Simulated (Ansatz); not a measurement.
# What a change does: single-point calculation on Ta

System: Ta (P1, 8 atoms in the cell).
Method of run A: DFT PBEsol, scalar-relativistic, plane waves, PAW, no spin polarisation (Ansatz 0.2.0).

The structure derives from an entry of the Crystallography Open Database. Text and figures count atoms from 1; the logs count them from 0 in places.

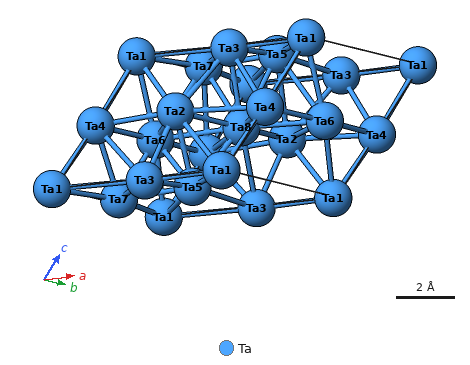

Fig. 1: The structure as given in the input (ball-and-stick view of the cell of the calculation, set on other vectors, seen at an oblique angle; atoms are numbered from 1 in the order of the input). An atom can appear more than once, as a periodic image.

Input file, run A:
```yaml
crystal:
  lattice:
    - [0.0, 4.22, 4.22]
    - [4.22, 0.0, 4.22]
    - [4.22, 4.22, 0.0]
  atoms:
    - { symbol: Ta, position: [0.0187934383, 0.0125180524, 0.0036688176] }
    - { symbol: Ta, position: [0.0084996565, 0.0301482384, 0.5186541479] }
    - { symbol: Ta, position: [0.037469581, 0.4621873414, -0.0032010073] }
    - { symbol: Ta, position: [0.0215557757, 0.515726735, 0.480136723] }
    - { symbol: Ta, position: [0.4552960462, 0.0181372982, 0.0372648653] }
    - { symbol: Ta, position: [0.4965318056, 0.0082627858, 0.4669169602] }
    - { symbol: Ta, position: [0.4820835895, 0.4557499069, 0.0121051044] }
    - { symbol: Ta, position: [0.4797701072, 0.497269642, 0.4844543889] }
basis:
  ecutwfc: 420
kpoints:
  mp_grid: { grid: [10, 10, 10] }
hamiltonian:
  xc: pbesol
scf:
  occupations: { method: gaussian, width: 0.15 }
output:
  forces: true
  stress: true
  eigenvalues: true
```

Launched with:
```bash
ansatz run input.yaml --threads 2 --pin off --max-ram 5120MiB --backend cpu --events-out ev --progress --plain --runs-dir out
```

Hardware: 2 threads of Intel Xeon (Granite Rapids), 32 GiB of memory available, shared host.

Output, shortened to warnings, some set-up lines, iterations and results (run A):
```
Basis set: ecut = 420 eV, 2891 PW (Γ), exchange–correlation on 80×80×80 points (8 copies of the dense FFT grid, shifted against one another)
Symmetry: 1 space group operations
k-points: 504 of 1000 (time reversal used)
Initial density: superposition of atomic densities (neutral atoms: chi_scale 0, normalization atom), corrected by the library's trained network
[...]
SCF iter   1: F=—  HF=-78447.472230 eV  |F-HF|=—  |Δ(HF+E_count)|=         —  Δρ=7.31e-3  dr2=9.59e-2  ethr=1.77e-3  ⟨swp⟩=5.3  Hψ=122946  notcnv=0
SCF iter   2: F=—  HF=-78447.457623 eV  |F-HF|=—  |Δ(HF+E_count)|=   1.46e-2  Δρ=4.20e-3  dr2=3.62e-2  ethr=9.22e-5  ⟨swp⟩=1.0  Hψ=36798  notcnv=0
SCF iter   3: F=—  HF=-78447.448810 eV  |F-HF|=—  |Δ(HF+E_count)|=   8.81e-3  Δρ=4.98e-4  dr2=3.81e-4  ethr=3.48e-5  ⟨swp⟩=2.0  Hψ=41006  notcnv=0
SCF iter   4: F=—  HF=-78447.448724 eV  |F-HF|=—  |Δ(HF+E_count)|=   8.64e-5  Δρ=1.29e-4  dr2=2.60e-5  ethr=3.67e-7  ⟨swp⟩=2.2  Hψ=45261  notcnv=0
SCF iter   5: F=—  HF=-78447.448719 eV  |F-HF|=—  |Δ(HF+E_count)|=   5.05e-6  Δρ=2.57e-5  dr2=1.28e-6  ethr=2.50e-8  ⟨swp⟩=2.0  Hψ=41149  notcnv=0
SCF iter   6: F=-78447.448718 eV  HF=-78447.448718 eV  |F-HF|=3.76e-8  |Δ(HF+E_count)|=   2.87e-7  Δρ=5.28e-6  dr2=6.58e-8  ethr=9.62e-11  ⟨swp⟩=10.9  Hψ=138969  notcnv=0
SCF 1 converged in 6 iterations: F = -78447.448718 eV  dr2 = 6.58e-8
SCF converged after 6 iterations
Free energy (F): -78447.448718 eV
Harris-Foulkes:  -78447.448718 eV  (|F-HF|=3.76e-8)
Internal energy: -78447.329813 eV  (E = F + TS)
E sigma→0 (E₀):  -78447.389266 eV
Entropy (-TS):   -0.118905 eV (-14.863 meV/atom)
Fermi energy:    17.996341 eV
--- Per-component energies (eV) ---
  E_band       = -938.384239
  E_kinetic    = 2929.536805
  E_local      = -4924.231472  (includes V_loc(G=0)·N_el)
  E_nonlocal   = 141.725689
  E_hartree    = 1731.558033
  E_xc         = -1734.007725
  E_vxc        = -1627.972686  (∫ρ·V_xc dr)
  E_paw        = -66180.364324  (= ΣΔE_a)
  E_vpaw       = -920.556328  (= ΣTr[D̂ρ^β])
  E_aug_tail   = 0.001139  (compensation charges beyond the density's cutoff)
  E_ewald      = -10413.257131
  E_core_change = 1.709172  (= ΣΔE_core)
  E_smearing   = -0.118905  (= −TS)
  E_closure    = 0.000000  (closes the sum)
  Σ components = -78447.448718   (vs F -78447.448718, Δ=0.00e0)
--- Forces (eV/Å), atoms counted from 1 ---
  atom   1  Ta    -0.57097892    -0.46183595    -1.18750838
  atom   2  Ta     0.84659668    -0.48257998    -2.47172709
  atom   3  Ta     2.40617543    -3.40778967     0.22181610
  atom   4  Ta     2.26237082    -1.15715129    -1.02123561
  atom   5  Ta    -4.85431661     1.17399496    -0.41001398
  atom   6  Ta     0.23446728     3.70793254    -0.39994805
  atom   7  Ta    -0.09192992    -0.42423711     4.07035764
  atom   8  Ta    -0.23238936     1.05165815     1.19825682
  max |Σ_I F_I| component: 8.34e-6 eV/Å
--- Stress (GPa, compression-positive) ---
        2.975886      -0.177307       0.548602
       -0.177307       4.876118      -0.372022
        0.548603      -0.372022       1.290383
  P = ⅓ Tr σ = 3.0475 GPa (30.475 kbar)
```

For run B the input was changed thus:
```diff
-    - { symbol: Ta, position: [0.0187934383, 0.0125180524, 0.0036688176] }
-    - { symbol: Ta, position: [0.0084996565, 0.0301482384, 0.5186541479] }
-    - { symbol: Ta, position: [0.037469581, 0.4621873414, -0.0032010073] }
-    - { symbol: Ta, position: [0.0215557757, 0.515726735, 0.480136723] }
-    - { symbol: Ta, position: [0.4552960462, 0.0181372982, 0.0372648653] }
-    - { symbol: Ta, position: [0.4965318056, 0.0082627858, 0.4669169602] }
-    - { symbol: Ta, position: [0.4820835895, 0.4557499069, 0.0121051044] }
-    - { symbol: Ta, position: [0.4797701072, 0.497269642, 0.4844543889] }
+    - { symbol: Ta, position: [0.0038176462, -0.0088249093, 0.0079898904] }
+    - { symbol: Ta, position: [-0.0011861188, -0.0061064577, 0.5068247062] }
+    - { symbol: Ta, position: [-0.0034915672, 0.5098013313, -0.0075589242] }
+    - { symbol: Ta, position: [0.0070555332, 0.497452319, 0.4947957396] }
+    - { symbol: Ta, position: [0.5013216301, -5.34111e-05, 0.0001869106] }
+    - { symbol: Ta, position: [0.4920445248, 0.0012900657, 0.4941418445] }
+    - { symbol: Ta, position: [0.504792787, 0.5011633218, -0.0009703468] }
+    - { symbol: Ta, position: [0.4956455645, 0.5052777403, 0.5045901796] }
```

What does this change do to the results?

With the same functional and potentials, run B lies 289.0 meV per atom lower. The pressure goes from 3.05 to −5.64 GPa. The largest force goes from 5.011 to 0.676 eV/Å. The number of SCF iterations is the same.

Output, shortened to warnings, some set-up lines, iterations and results (run B):
```
Basis set: ecut = 420 eV, 2891 PW (Γ), exchange–correlation on 80×80×80 points (8 copies of the dense FFT grid, shifted against one another)
Symmetry: 1 space group operations
k-points: 504 of 1000 (time reversal used)
Initial density: superposition of atomic densities (neutral atoms: chi_scale 0, normalization atom), corrected by the library's trained network
[...]
SCF iter   1: F=—  HF=-78449.762433 eV  |F-HF|=—  |Δ(HF+E_count)|=         —  Δρ=2.91e-3  dr2=8.06e-3  ethr=1.77e-3  ⟨swp⟩=5.2  Hψ=120984  notcnv=0
SCF iter   2: F=—  HF=-78449.760943 eV  |F-HF|=—  |Δ(HF+E_count)|=   1.49e-3  Δρ=1.73e-3  dr2=3.23e-3  ethr=7.75e-6  ⟨swp⟩=2.0  Hψ=60468  notcnv=0
SCF iter   3: F=—  HF=-78449.760858 eV  |F-HF|=—  |Δ(HF+E_count)|=   8.55e-5  Δρ=1.84e-4  dr2=4.89e-5  ethr=3.11e-6  ⟨swp⟩=2.0  Hψ=41054  notcnv=0
SCF iter   4: F=—  HF=-78449.760854 eV  |F-HF|=—  |Δ(HF+E_count)|=   3.11e-6  Δρ=8.21e-5  dr2=7.31e-6  ethr=4.70e-8  ⟨swp⟩=2.0  Hψ=40501  notcnv=0
SCF iter   5: F=—  HF=-78449.760854 eV  |F-HF|=—  |Δ(HF+E_count)|=   3.42e-7  Δρ=2.37e-5  dr2=1.44e-6  ethr=7.03e-9  ⟨swp⟩=2.0  Hψ=40998  notcnv=0
SCF iter   6: F=-78449.760854 eV  HF=-78449.760854 eV  |F-HF|=2.77e-8  |Δ(HF+E_count)|=   2.11e-7  Δρ=4.67e-6  dr2=4.54e-8  ethr=9.62e-11  ⟨swp⟩=8.8  Hψ=130237  notcnv=0
SCF 1 converged in 6 iterations: F = -78449.760854 eV  dr2 = 4.54e-8
SCF converged after 6 iterations
Free energy (F): -78449.760854 eV
Harris-Foulkes:  -78449.760854 eV  (|F-HF|=2.77e-8)
Internal energy: -78449.652373 eV  (E = F + TS)
E sigma→0 (E₀):  -78449.706614 eV
Entropy (-TS):   -0.108480 eV (-13.560 meV/atom)
Fermi energy:    17.960854 eV
--- Per-component energies (eV) ---
  E_band       = -936.018964
  E_kinetic    = 2917.363451
  E_local      = -4600.380699  (includes V_loc(G=0)·N_el)
  E_nonlocal   = 134.882465
  E_hartree    = 1576.813037
  E_xc         = -1731.113627
  E_vxc        = -1624.192581  (∫ρ·V_xc dr)
  E_paw        = -66177.487961  (= ΣΔE_a)
  E_vpaw       = -917.313851  (= ΣTr[D̂ρ^β])
  E_aug_tail   = 0.001224  (compensation charges beyond the density's cutoff)
  E_ewald      = -10571.439435
  E_core_change = 1.709172  (= ΣΔE_core)
  E_smearing   = -0.108480  (= −TS)
  E_closure    = 0.000000  (closes the sum)
  Σ components = -78449.760854   (vs F -78449.760854, Δ=0.00e0)
--- Forces (eV/Å), atoms counted from 1 ---
  atom   1  Ta     0.22783420    -0.34995792     0.28468498
  atom   2  Ta     0.19701343    -0.60536968     0.11599879
  atom   3  Ta    -0.14139843     0.51270115    -0.41800768
  atom   4  Ta     0.09269210     0.05493916    -0.33469125
  atom   5  Ta     0.14072054    -0.30604619     0.08996180
  atom   6  Ta     0.23831556     0.44650916     0.36796325
  atom   7  Ta    -0.21146660     0.14307102    -0.01392478
  atom   8  Ta    -0.54370977     0.10415471    -0.09198530
  max |Σ_I F_I| component: 1.40e-6 eV/Å
--- Stress (GPa, compression-positive) ---
       -5.720513      -0.051880      -0.011322
       -0.051880      -5.528297       0.017968
       -0.011322       0.017968      -5.677647
  P = ⅓ Tr σ = -5.6422 GPa (-56.422 kbar)
```

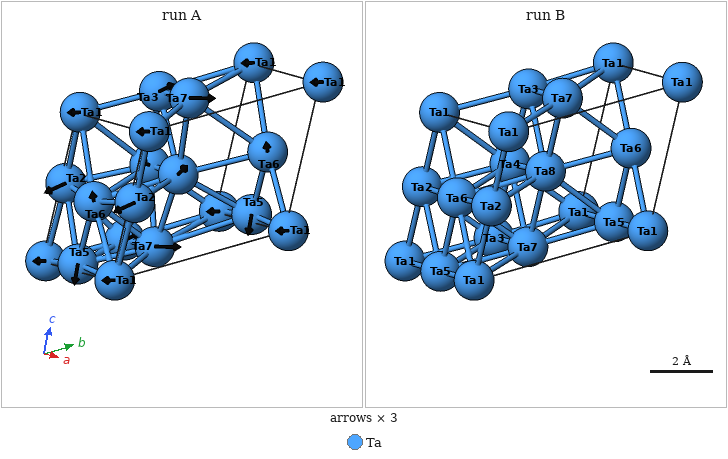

Fig. 2: The two input geometries at one scale (ball-and-stick view of the cell of the calculation, seen slightly off an axis). The black arrows on the first give the shifts of the atoms relative to the cell, with their mean removed, magnified 3 times. Ta7 moves most: 0.32 Å. (The mean shift of all atoms is removed.) The lattice vectors keep their values. Among the contacts that change: Ta3–Ta5 3.402 → 2.940 Å, Ta5–Ta7 3.355 → 2.970 Å, Ta3–Ta7 3.289 → 2.941 Å, Ta1–Ta3 2.720 → 3.029 Å.

The two runs side by side:

```tsv
quantity	run A	run B
outcome	converged	converged
free energy per atom (eV)	−9805.9311	−9806.2201
energy per atom, smearing taken to zero (eV)	−9805.9237	−9806.2133
gap on the mesh (eV)	0.00	0.00
pressure (GPa)	3.05	−5.64
largest force (eV/Å)	5.011	0.676
SCF iterations	6	6
irreducible k-points	504	504
plane waves at Γ	2891	2891
wall time (shared host)	86 s	98 s
```

For both runs: Spin–orbit coupling is left out, which matters for Ta. For run B: The cell is under a tension of 5.6 GPa at this level, so it is not at its equilibrium volume.
